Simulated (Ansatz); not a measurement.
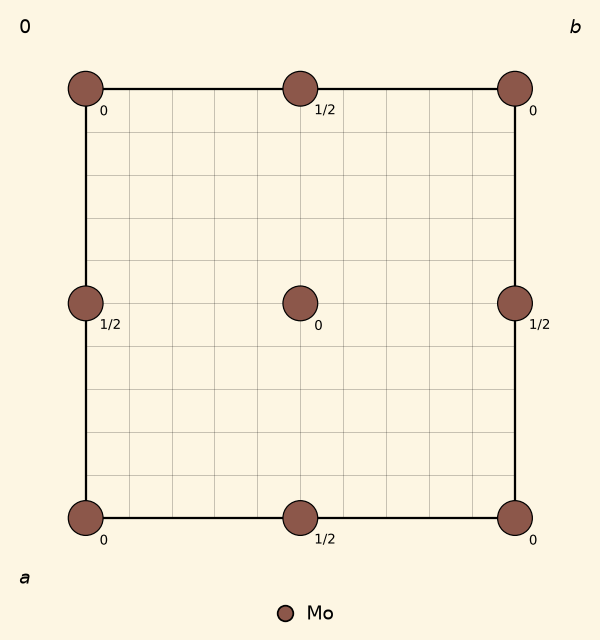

Plan of a unit cell projected along c (a down the page, b across); the numbers are heights as fractions of c, and atoms on the cell's edges are repeated. The grid marks tenths of a and b. Source: the input geometry of an electronic-structure calculation (not necessarily at equilibrium); the starting structure was generated, so it need not be a known form of this composition. Symmetry computed with spglib at a tolerance of 0.002 Å; standard conventional cell.

a = 3.987 Å, b = 3.987 Å, c = 3.987 Å, α = 90.00°, β = 90.00°, γ = 90.00°.

What does the cell contain?

4 Mo: Mo, Z = 4.

Which space group?

No. 225, Fm-3m, face-centred cubic.

Give the independent sites, coordinates to two places.

```
atom  site  symmetry     x     y     z
  Mo    4a      m-3m  0.00  0.00  0.00
```
